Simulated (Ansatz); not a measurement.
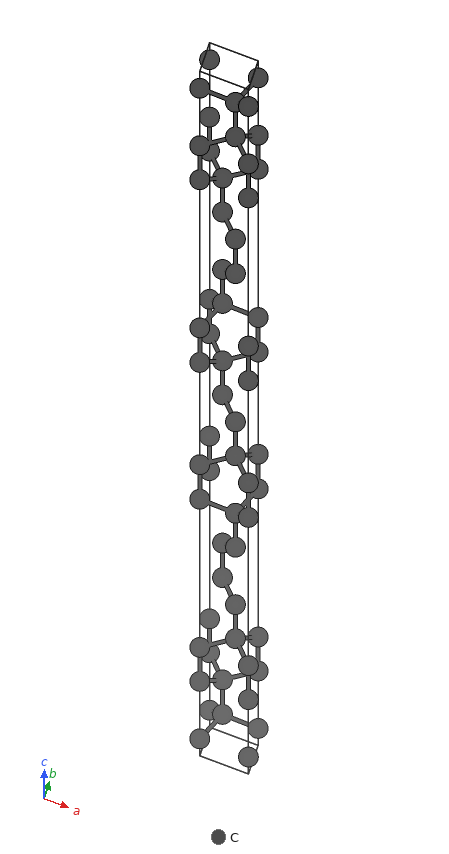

The image is a ball-and-stick drawing of a crystal, viewed from a general direction. Lines trace the edges of the conventional unit cell.

C, space group R-3m (No. 166), a = 2.51 Å, b = 2.51 Å, c = 31.01 Å, α = 90.00°, β = 90.00°, γ = 120.00°.

Calculation details: DFT r2SCAN, scalar-relativistic, plane waves, PAW in Ansatz 0.2.0; an energy cutoff of 500 eV, k-points about 0.24 Å⁻¹ apart, Gaussian smearing of 0.02 eV, no spin polarisation.

Question: What is the electronic character?

Answer: An insulator at this level, with a gap of 4.74 eV on the k-mesh (the true edges may lie between mesh points, so the gap can be somewhat smaller).

The initial geometry was an entry, possibly a prediction, of the Crystallography Open Database. Cell shown after relaxation with DFT r2SCAN, scalar-relativistic, plane waves, PAW (Ansatz 0.2.0).
